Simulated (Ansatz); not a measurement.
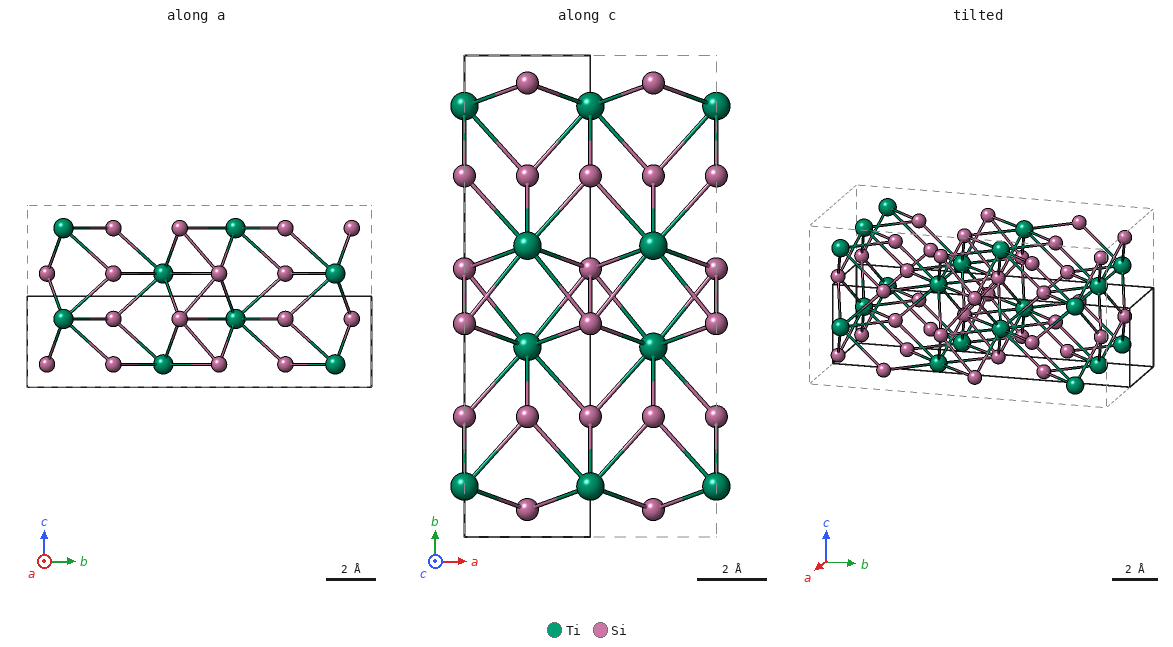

Crystal structure, ball-and-stick style, seen along the a axis, along the c axis and slightly off an axis. One conventional unit cell is drawn solid; the view covers 2×1×2 cells.

State composition, symmetry and coordination.

- This is TiSi₂.
- The atoms follow space group Cmcm (No. 63); the Bravais lattice is base-centred orthorhombic.
- Content of the cell: 4 Ti, 8 Si (Z = 4).

The structure comes from a structure listed in the Materials Project. The cell was then strained or its atoms displaced on purpose. The atoms were relaxed in a fixed cell with Ansatz, DFT PBE, scalar-relativistic, plane waves, PAW.

At this level of theory the run's own cell isn't at rest (stretched, at -12 GPa), so its distances can differ from those at equilibrium, the more so the softer the solid.
